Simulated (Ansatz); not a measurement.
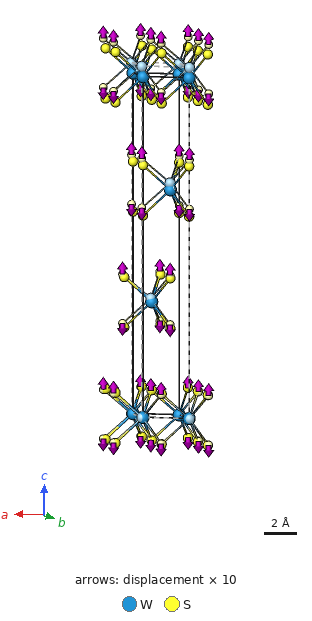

Solid WS$_{2}$ (set up in R3m), drawn pale, and a changed version of it, drawn solid. The purple arrows show how the atoms are displaced (without the part that the change of the cell carries along), magnified 10 times. Style: ball-and-stick. Shown: the cell of the calculation, from a free direction.

All numbers below come from DFT PBE, scalar-relativistic, plane waves, PAW in Ansatz 0.2.0. Set-up: plane-wave cutoff 420 eV; k-point mesh 12 × 12 × 2; occupations gaussian; smearing width 0.02 eV; no spin polarisation.

### What was done to the structure, and with what result?

Equal strain along all axes, −3.0 %, is applied. The cell is then held and the atoms relaxed. The drawn cell changes as follows: a = b 3.188 → 3.092 Å (−3.0 %), c 22.423 → 21.751 Å (−3.0 %); the volume changes by −8.7 %. The largest moves relative to the cell, 0.082 Å, are those of S atoms. W stays in place. Among the bonded contacts that change: S–W 2.420 → 2.401 Å. The space group stays R3m (No. 160). Energy change: +31.3 meV per atom. The pressure goes from 0.0 to 5.6 GPa. The principal stresses (compression positive) are 0.2 GPa along c and 8.3 GPa across it. The gap on the k-mesh goes from 1.64 to 1.65 eV.
